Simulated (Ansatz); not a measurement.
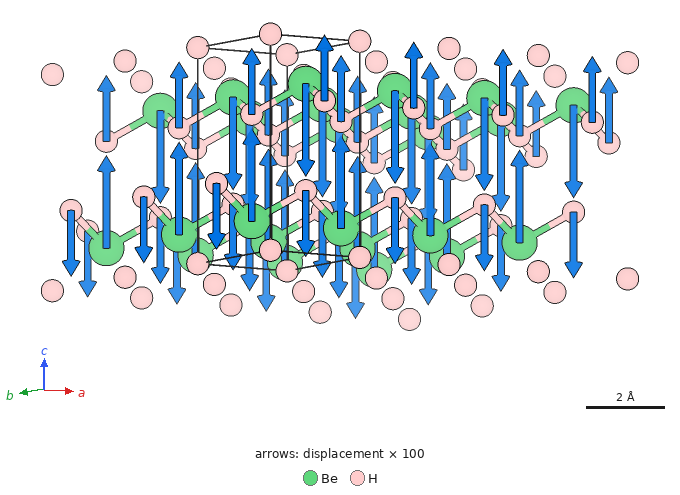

A relaxation of crystalline Be2H3 (built on the A-type sesquioxide_164 type) (coarse preliminary run). The starting structure is drawn; blue arrows show the displacements (the part carried along by the change of the cell is left out), magnified 100 times.

Style: ball-and-stick. Shown: the cell of the calculation, repeated 4 × 3 × 1 with one cell outlined, from a free direction.

Case: A-type sesquioxide type (P-3m1, No. 164).

Level of theory: DFT PBE, scalar-relativistic, plane waves, PAW (Ansatz). Set-up: plane-wave cutoff 420 eV; k-point mesh 12 × 12 × 4; occupations gaussian; smearing width 0.1 eV; no spin polarisation; cell and atoms relaxed; force threshold 0.04 eV/Å; at most 70 steps.

Question: Which element moves most?

Answer: Beryllium: up to 0.025 Å, against 0.018 Å for hydrogen.

Question: Describe the change and its energy.

Answer: The energy falls by 1.0 meV per atom in 2 accepted moves (3 points after the start). Largest force component: 0.14 eV/Å at the start, 0.023 eV/Å at the end. The pressure goes from 0.26 to −0.21 GPa. The SCF was repeated once at an unchanged geometry on a basis and grid sized afresh for the cell, which shifted the energy by 0.1 meV per atom at most. The largest moves relative to the cell, 0.025 Å, are those of Be atoms. By element the largest moves are Be 0.025 Å, H 0.018 Å. The drawn cell changes as follows: a = b 2.463 → 2.473 Å (+0.4 %), c 5.747 → 5.763 Å (+0.3 %); the volume changes by +1.2 %. Some distances before and after: Be–H 1.609 → 1.596 Å. The space group stays P-3m1 (No. 164). Cost: 2.9 s on 1 thread of Intel(R) Xeon(R) 6975P-C (Granite Rapids) (shared host), peak memory 0.36 GiB.
